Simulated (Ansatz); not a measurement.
# Geometry relaxation, with input and output: Cu

The run: geometry relaxation of Cu (slab, 5 atoms in the cell). Method and program: DFT, LDA, all-electron LAPW, scalar-relativistic, no spin polarisation (Ansatz 0.2.0).

It belongs to a series of runs on one base structure; here: atoms relaxed, LAPW. Figures and captions count atoms from 1; the log counts them from 0 in places.

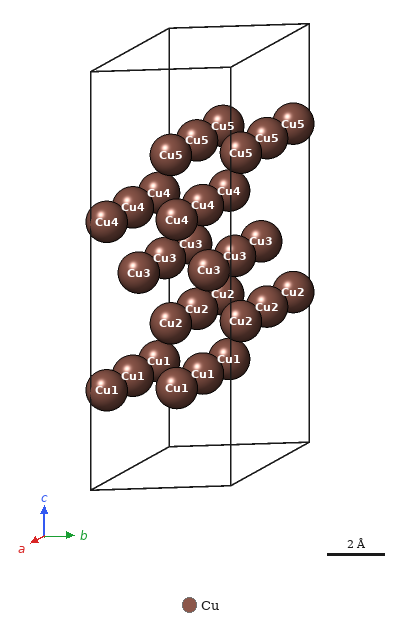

Fig. 1: The structure as given in the input (spheres-only view of the 3 × 2 repeat of the cell, with the vacuum cut short, seen slightly off an axis; atoms are numbered from 1 in the order of the input).

Input:
```yaml
crystal:
  lattice:
    - [2.487373545, 0.0, 0.0]
    - [-1.2436867725, 2.1541286787, 0.0]
    - [0.0, 0.0, 24.1237]
  atoms:
    - { symbol: Cu, position: [0.8333333333, 0.1666666667, 0.3326081044] }
    - { symbol: Cu, position: [0.1666666667, 0.8333333333, 0.4158717717] }
    - { symbol: Cu, position: [0.5, 0.5, 0.4999999547] }
    - { symbol: Cu, position: [0.8333333333, 0.1666666667, 0.5841282051] }
    - { symbol: Cu, position: [0.1666666667, 0.8333333333, 0.667391964] }
kpoints:
  mp_grid: { grid: [19, 19, 1] }
scf:
  occupations: { method: fermi_dirac, width: 0.05 }
hamiltonian:
  xc: lda
  pseudopotentials: { kind: all_electron, lapw: { basis_error: 0.001 } }
output:
  forces: true
  stress: true
  eigenvalues: true
relax:
  f_tol: 0.01
  max_steps: 12
efield:
  axis: 3
  amplitude: 0
  dipole_correction: true
```

Launch command:
```bash
ansatz run input.yaml --threads 2 --pin off --max-ram 4096MiB --backend cpu --events-out ev --progress --plain --runs-dir out
```

Output:
```
The last accepted step is kept in [file] (removed where the run ends without a failure and the disk answers)
LAPW: plane waves up to 9.489 Å⁻¹, error target 1.0e-3 eV per atom; small_component_spin mean_spin; Cu in spheres of 1.198 Å, 19 of its electrons in bands, Dirac shells [] (how accurate: hamiltonian.pseudopotentials.lapw.basis_error, Limitations)
Engine: ansatz 0.2.0, aarch64-unknown-linux-gnu
Pseudopotentials: kind: all_electron
Pseudopotential: Cu, LAPW, valence charge 19, lapw/all_electron/scalar/gaussian/Cu, Koelling and Harmon's equation, gaussian nucleus
Functional definition: SPW92
  exchange = slater_x
  correlation = pw_c
Crystal: 5 atoms, lattice volume = 129.258 Å³
Basis set: ecut = 343.0425027356181 eV, 1885 PW (Γ), exchange–correlation at level 2
Bands: 57, of which v1, the nominal top of the filled ones, is band 48 counted from 1 (47 counted from 0)
Symmetry: 6 space group operations
k-points: 40 of 361 (time reversal used)
Non-local potential: Cu, projectors of the file, none
Initial density: superposition of atomic densities (neutral atoms: chi_scale 0, normalization atom)
Initial wavefunctions: plane waves of lowest kinetic energy (no species holds an atomic orbital)
Functional: x = slater, c = lda
iter 1 solved again at ethr=1.24e-3 eV; its pass at ethr=1.00e-1 eV (dr2=1.18e0 eV) is discarded
SCF iter   1: F=—  HF=-224828.143243 eV  |F-HF|=—  |Δ(HF+E_count)|=         —  Δρ=4.08e-2  dr2=1.19e0  ethr=1.24e-3  p=0.000 e·Å  D=1.30e-13 V/Å  ΔV_dip=-0.00 eV  dr2_dipole=3.49e-13  V_vac-E_F(+/−)=4.63/4.63 eV  ⟨swp⟩=2.2  Hψ=15173  notcnv=0
efield: sawtooth ramp at fractional position 0.9500 (placed from the atoms, in the widest stretch of the axis that holds none; the zero of the levels goes with the place), width 0.1000; the density the first Hamiltonian is built on has a dipole p = -0.000 e·Å; the dipole correction subtracts the counter field D = -1.03e-11 V/Å, which shifts the + side's vacuum level by +0.00 eV against the − side's; the planar-averaged density in the ramp window peaks in size at 1.4e-6 e/Å³
preconditioner: auto → LDOS  [metal: Δε(μ)=0.005 eV  Ē_g=8.341 eV  σ=0.050 eV  W_gap=0.02  n_scr=18 (ndim 8)  ℏωp=24.2 eV  f_vac=0.545  D(μ)=3.01/eV (n_scr^D=14)  β→1.0]
SCF iter   2: F=—  HF=-224840.110367 eV  |F-HF|=—  |Δ(HF+E_count)|=    1.20e1  Δρ=2.15e-2  dr2=2.44e0  ethr=1.24e-3  p=-0.000 e·Å  D=-7.26e-7 V/Å  ΔV_dip=0.00 eV  dr2_dipole=9.31e-13  V_vac-E_F(+/−)=3.89/3.89 eV  ⟨swp⟩=3.2  Hψ=8307  notcnv=0  recentre
SCF iter   3: F=—  HF=-224823.601476 eV  |F-HF|=—  |Δ(HF+E_count)|=    1.65e1  Δρ=9.85e-3  dr2=1.35e-1  ethr=1.24e-3  p=-0.000 e·Å  D=-3.78e-6 V/Å  ΔV_dip=0.00 eV  dr2_dipole=1.24e-9  V_vac-E_F(+/−)=5.42/5.42 eV  ⟨swp⟩=3.1  Hψ=8289  notcnv=0
SCF iter   4: F=—  HF=-224823.534823 eV  |F-HF|=—  |Δ(HF+E_count)|=         —  Δρ=4.63e-3  dr2=2.21e-2  ethr=1.42e-4  p=-0.000 e·Å  D=-1.40e-6 V/Å  ΔV_dip=0.00 eV  dr2_dipole=6.43e-11  V_vac-E_F(+/−)=5.21/5.21 eV  ⟨swp⟩=3.0  Hψ=7041  notcnv=0
the basis was enlarged: its passes take 166.6 KiB over the memory plan, 2 of 2 planned eigensolver slots
SCF iter   5: F=—  HF=-224823.465622 eV  |F-HF|=—  |Δ(HF+E_count)|=   6.92e-2  Δρ=1.88e-3  dr2=3.01e-3  ethr=2.33e-5  p=-0.000 e·Å  D=-1.51e-6 V/Å  ΔV_dip=0.00 eV  dr2_dipole=1.05e-10  V_vac-E_F(+/−)=5.30/5.30 eV  ⟨swp⟩=3.0  Hψ=7053  notcnv=0
iter 6 solved again at ethr=2.26e-7 eV; its pass at ethr=3.17e-6 eV (dr2=2.15e-4 eV) is discarded
SCF iter   6: F=—  HF=-224823.466492 eV  |F-HF|=—  |Δ(HF+E_count)|=   8.69e-4  Δρ=3.64e-4  dr2=2.16e-4  ethr=2.26e-7  p=-0.000 e·Å  D=-7.50e-7 V/Å  ΔV_dip=0.00 eV  dr2_dipole=8.11e-12  V_vac-E_F(+/−)=5.27/5.27 eV  ⟨swp⟩=2.0  Hψ=11191  notcnv=0
SCF iter   7: F=—  HF=-224823.466531 eV  |F-HF|=—  |Δ(HF+E_count)|=   3.93e-5  Δρ=7.75e-5  dr2=1.79e-5  ethr=2.26e-7  p=-0.000 e·Å  D=-3.58e-7 V/Å  ΔV_dip=0.00 eV  dr2_dipole=8.70e-13  V_vac-E_F(+/−)=5.26/5.26 eV  ⟨swp⟩=2.5  Hψ=6524  notcnv=0
SCF iter   8: F=—  HF=-224823.466532 eV  |F-HF|=—  |Δ(HF+E_count)|=   9.44e-7  Δρ=4.02e-5  dr2=4.69e-6  ethr=1.88e-8  p=-0.000 e·Å  D=-2.66e-7 V/Å  ΔV_dip=0.00 eV  dr2_dipole=4.77e-13  V_vac-E_F(+/−)=5.25/5.25 eV  ⟨swp⟩=2.9  Hψ=6550  notcnv=0
SCF iter   9: F=-224823.466530 eV  HF=-224823.466530 eV  |F-HF|=2.77e-7  |Δ(HF+E_count)|=   1.91e-6  Δρ=1.38e-5  dr2=8.57e-7  ethr=4.93e-9  p=-0.000 e·Å  D=-1.42e-7 V/Å  ΔV_dip=0.00 eV  dr2_dipole=1.19e-13  V_vac-E_F(+/−)=5.25/5.25 eV  ⟨swp⟩=2.9  Hψ=6596  notcnv=0
SCF 1 converged in 9 iterations: F = -224823.466530 eV  dr2 = 8.57e-7
relax step   1: F+E_penalty+E_count = -224823.46652971 eV  Δ(F+E_penalty+E_count) = +0.000e0 eV  max|allowed force component| = 4.146e-3 eV/Å  Δτ_max = 0.0000 Å  (9 SCF iters, dr2 threshold 2.50e-6 eV, accepted)
Initial density: handed on by an earlier stage of this run
Initial wavefunctions: those handed on with the density
iter 1 solved again at ethr=9.03e-10 eV; its pass at ethr=1.00e-1 eV (dr2=8.58e-7 eV) is discarded
SCF iter   1: F=—  HF=-224823.466530 eV  |F-HF|=—  |Δ(HF+E_count)|=         —  Δρ=1.36e-5  dr2=8.57e-7  ethr=9.03e-10  p=-0.000 e·Å  D=-1.42e-7 V/Å  ΔV_dip=0.00 eV  dr2_dipole=1.19e-13  V_vac-E_F(+/−)=5.25/5.25 eV  ⟨swp⟩=2.0  Hψ=9237  notcnv=0
efield: sawtooth ramp at fractional position 0.9500 (handed on by an earlier solve), width 0.1000; the density the first Hamiltonian is built on has a dipole p = -0.000 e·Å; the dipole correction subtracts the counter field D = -1.42e-7 V/Å, which shifts the + side's vacuum level by +0.00 eV against the − side's; the planar-averaged density in the ramp window peaks in size at 2.8e-7 e/Å³
preconditioner: auto → LDOS  [metal: Δε(μ)=0.066 eV  Ē_g=9.178 eV  σ=0.050 eV  W_gap=0.32  n_scr=18 (ndim 8)  ℏωp=24.2 eV  f_vac=0.544  D(μ)=1.24/eV (n_scr^D=10)  β→1.0]
iter 2 solved again at ethr=8.83e-11 eV; its pass at ethr=9.02e-10 eV (dr2=8.38e-8 eV) is discarded
SCF iter   2: F=—  HF=-224823.466530 eV  |F-HF|=—  |Δ(HF+E_count)|=   1.05e-7  Δρ=4.50e-6  dr2=8.38e-8  ethr=8.83e-11  p=-0.000 e·Å  D=-1.07e-7 V/Å  ΔV_dip=0.00 eV  dr2_dipole=1.16e-14  V_vac-E_F(+/−)=5.24/5.24 eV  ⟨swp⟩=2.0  Hψ=11664  notcnv=0
SCF iter   3: F=—  HF=-224823.466530 eV  |F-HF|=—  |Δ(HF+E_count)|=   1.97e-7  Δρ=5.55e-6  dr2=3.99e-8  ethr=8.82e-11  p=-0.000 e·Å  D=-7.59e-9 V/Å  ΔV_dip=0.00 eV  dr2_dipole=1.99e-15  V_vac-E_F(+/−)=5.24/5.24 eV  ⟨swp⟩=3.0  Hψ=7555  notcnv=0  recentre
SCF iter   4: F=-224823.466530 eV  HF=-224823.466530 eV  |F-HF|=3.09e-9  |Δ(HF+E_count)|=   2.53e-7  Δρ=5.62e-7  dr2=9.53e-10  ethr=4.20e-11  p=-0.000 e·Å  D=-5.87e-8 V/Å  ΔV_dip=0.00 eV  dr2_dipole=2.87e-18  V_vac-E_F(+/−)=5.24/5.24 eV  ⟨swp⟩=3.0  Hψ=7389  notcnv=0
SCF 2 converged in 4 iterations: F = -224823.466530 eV  dr2 = 9.53e-10
relax step   2: F+E_penalty+E_count = -224823.46653004 eV  Δ(F+E_penalty+E_count) = -3.259e-7 eV  max|allowed force component| = 3.850e-3 eV/Å  Δτ_max = 0.0000 Å  (4 SCF iters, accepted)
```

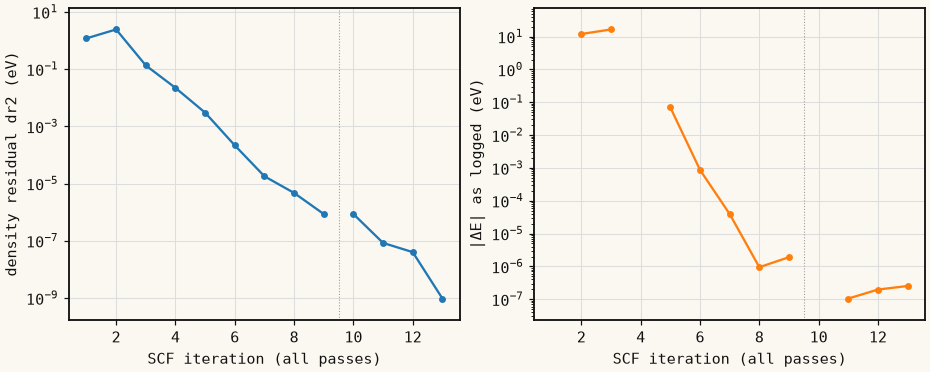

Fig. 2: Convergence of the self-consistent field: density residual dr2 and size of the energy change against the SCF iteration. The dotted lines part the SCF passes of the relaxation: geometry steps, rejected trials and re-solves on a re-selected basis. The passes take 9 and 4 iterations.

```
SCF converged after 4 iterations
Free energy (F): -224823.466530 eV
Harris-Foulkes:  -224823.466530 eV  (|F-HF|=3.09e-9)
Internal energy: -224823.455859 eV  (E = F + TS)
E sigma→0 (E₀):  -224823.461194 eV
Entropy (-TS):   -0.010671 eV (-2.134 meV/atom)
Fermi energy:    4.562501 eV
Dipole field:    D = -0.000000 V/Å  (p = -0.000000 e·Å, saw-weighted, corrected)
Work function:   Φ+ = 5.2423 eV   Φ− = 5.2423 eV
Levels:          The Fermi level and band energies are counted from a zero that moves with the ramp; work functions are not
--- Per-component energies (eV) ---
  E_band       = -2942.927954
  E_kinetic    = 228591.234309
  E_xc         = -8849.780836
  E_efield     = 0.000000  (sawtooth field / dipole correction)
  E_electrostatic = -444564.909331  (all electrons and nuclei)
  E_smearing   = -0.010671  (= −TS)
  E_closure    = 0.000000  (closes the sum)
  E_atoms      = -224800.869317  (free atoms, spherical and without spin; not in F)
  Σ components = -224823.466530   (vs F -224823.466530, Δ=0.00e0)
  Basis errors (estimates in eV, not in F): energy 3.1e-4 per atom: plane waves 2.8e-4 (1.6e-4 summed), levels above the bands 3.2e-85, relativity 3.6e-9, radial functions 3.7e-5, core shells 3.9e-10; eigenvalues (radial functions only) 3.9e-7; not estimated: angular momenta, meshes, grids; target (lapw.basis_error) 1.0e-3; muffin-tin radii Cu 1.198 Å
--- Forces (eV/Å), atoms counted from 1 ---
  atom   1  Cu     0.00000000     0.00000000    -0.00120075
  atom   2  Cu     0.00000000     0.00000000     0.00384990
  atom   3  Cu    -0.00000000    -0.00000000     0.00000821
  atom   4  Cu     0.00000000    -0.00000000    -0.00384687
  atom   5  Cu    -0.00000000    -0.00000000     0.00118961
  max |Σ_I F_I| component: 1.00e-7 eV/Å
--- Stress (GPa, compression-positive) ---
       -1.883968      -0.000000      -0.000000
       -0.000000      -1.883968      -0.000000
       -0.000000      -0.000000      -0.005310
  P = ⅓ Tr σ = -1.2577 GPa (-12.577 kbar)
--- Band table (eV; the first three rows and the last of 40) ---
  k-point 0: bands = ["-107.3906", "-107.3498", "-107.3483", "-106.9951", "-106.9951", "-65.2477", "-65.1777", "-65.1508", "-65.1508", "-65.1364", "-65.1091", "-65.1091", "-65.1076", "-65.1076", "-64.7780", "-64.7780", "-64.7780", "-64.7780", "-64.7702", "-64.7701", "-5.1669", "-4.2062", "-2.7977", "-1.4788", "-1.0471", "1.1146", "1.2002", "1.2770", "1.2770", "1.3291", "1.3291", "1.4042", "1.4042", "1.4305", "1.7062", "1.7062", "1.7250", "1.7250", "1.8071", "2.2390", "2.2390", "2.3408", "2.3408", "2.5559", "2.5559", "2.8760", "2.8760", "2.9548", "2.9548", "3.4955", "4.1551", "9.1365", "9.5506", "10.1173", "11.3715", "11.5623", "13.7098"]
  k-point 1: bands = ["-107.3902", "-107.3494", "-107.3479", "-106.9947", "-106.9947", "-65.2468", "-65.1782", "-65.1530", "-65.1516", "-65.1370", "-65.1118", "-65.1108", "-65.1099", "-65.1083", "-64.7811", "-64.7811", "-64.7788", "-64.7788", "-64.7698", "-64.7698", "-5.0724", "-4.1148", "-2.7116", "-1.4006", "-0.9816", "1.0754", "1.1411", "1.2433", "1.3127", "1.3341", "1.3542", "1.3793", "1.4390", "1.4406", "1.6599", "1.6981", "1.7317", "1.7576", "1.7622", "2.2099", "2.2145", "2.3499", "2.3620", "2.5560", "2.6303", "2.7216", "2.8216", "2.8757", "2.9560", "3.7486", "4.4482", "9.2078", "9.6387", "10.1946", "11.4513", "11.6461", "13.7982"]
  k-point 2: bands = ["-107.3890", "-107.3482", "-107.3469", "-106.9935", "-106.9935", "-65.2441", "-65.1809", "-65.1581", "-65.1541", "-65.1393", "-65.1203", "-65.1187", "-65.1122", "-65.1104", "-64.7901", "-64.7901", "-64.7811", "-64.7811", "-64.7689", "-64.7688", "-4.7920", "-3.8446", "-2.4595", "-1.1751", "-0.7939", "0.9547", "1.0240", "1.1452", "1.2479", "1.3474", "1.4167", "1.4219", "1.4312", "1.5407", "1.5711", "1.6665", "1.6951", "1.7970", "1.8505", "2.1454", "2.1784", "2.3466", "2.3605", "2.4481", "2.5567", "2.5626", "2.8744", "2.9593", "3.0059", "4.2291", "5.0888", "9.4195", "9.9030", "10.4296", "11.6938", "11.8977", "14.0631"]
  k-point 39: bands = ["-107.3730", "-107.3335", "-107.3335", "-106.9790", "-106.9790", "-65.2443", "-65.2328", "-65.2217", "-65.1961", "-65.1879", "-65.1839", "-65.1607", "-65.1528", "-65.1524", "-64.8637", "-64.8637", "-64.8520", "-64.8520", "-64.7573", "-64.7573", "0.1025", "0.1106", "0.2114", "0.2299", "0.3007", "0.3895", "0.4224", "0.5520", "0.6098", "1.0057", "1.1009", "1.1909", "1.6374", "1.6452", "1.7083", "1.7121", "2.0473", "2.1113", "2.3104", "2.3971", "2.7078", "2.8098", "2.8144", "2.8476", "2.9076", "7.2641", "7.9031", "8.6307", "8.8052", "9.2920", "9.5185", "10.0888", "10.4919", "11.2317", "11.5481", "13.0057", "13.0587"]
--- Relaxed structure (2 steps of the walk, 2 accepted, 0 SCFs on fresh bases) ---
  F+E_penalty+E_count = -224823.46653004 eV   max|allowed force component| = 3.850e-3 eV/Å
  atoms:
    - { symbol: Cu, position: [0.8333333333333333, 0.16666666666666669, 0.33260810439999994] }
    - { symbol: Cu, position: [0.16666666666666669, 0.8333333333333334, 0.4158717716999999] }
    - { symbol: Cu, position: [0.5, 0.5, 0.4999999546999999] }
    - { symbol: Cu, position: [0.8333333333333333, 0.16666666666666669, 0.5841282050999999] }
    - { symbol: Cu, position: [0.16666666666666669, 0.8333333333333334, 0.6673919639999999] }
```

Trajectory as extended XYZ (Å, eV, eV/Å), 2 frames, from step=1 to step=2:
```
5
Lattice="2.4874 0.0000 0.0000 -1.2437 2.1541 0.0000 0.0000 0.0000 24.1237" Properties=species:S:1:pos:R:3:forces:R:3 step=1 energy=-224823.46653
Cu    1.8655    0.3590    8.0237    0.0000   0.0000   0.0001
Cu   -0.6218    1.7951   10.0324    0.0000   0.0000   0.0041
Cu    0.6218    1.0771   12.0618    0.0000   0.0000   0.0000
Cu    1.8655    0.3590   14.0913    0.0000   0.0000  -0.0041
Cu   -0.6218    1.7951   16.1000    0.0000   0.0000  -0.0001
5
Lattice="2.4874 0.0000 0.0000 -1.2437 2.1541 0.0000 0.0000 0.0000 24.1237" Properties=species:S:1:pos:R:3:forces:R:3 step=2 energy=-224823.46653
Cu    1.8655    0.3590    8.0237    0.0000   0.0000  -0.0012
Cu   -0.6218    1.7951   10.0324    0.0000   0.0000   0.0039
Cu    0.6218    1.0771   12.0618    0.0000   0.0000   0.0000
Cu    1.8655    0.3590   14.0913    0.0000   0.0000  -0.0038
Cu   -0.6218    1.7951   16.1000    0.0000   0.0000   0.0012
```

Key numbers:

| quantity | value |
| --- | --- |
| outcome | converged |
| electrons in bands (core shells apart) | 95 |
| free energy | −224823.4665 eV |
| Fermi energy | 4.563 eV |
| final volume | 129.26 Å³ |
| largest force (length of the vector) at the end | 0.004 eV/Å |
| hardware | 2 threads of Arm Neoverse V2, 24 GiB of memory available, shared host |
| wall time | 3.4 min (CPU time 6.7 min) |
| peak memory | 0.87 GiB |
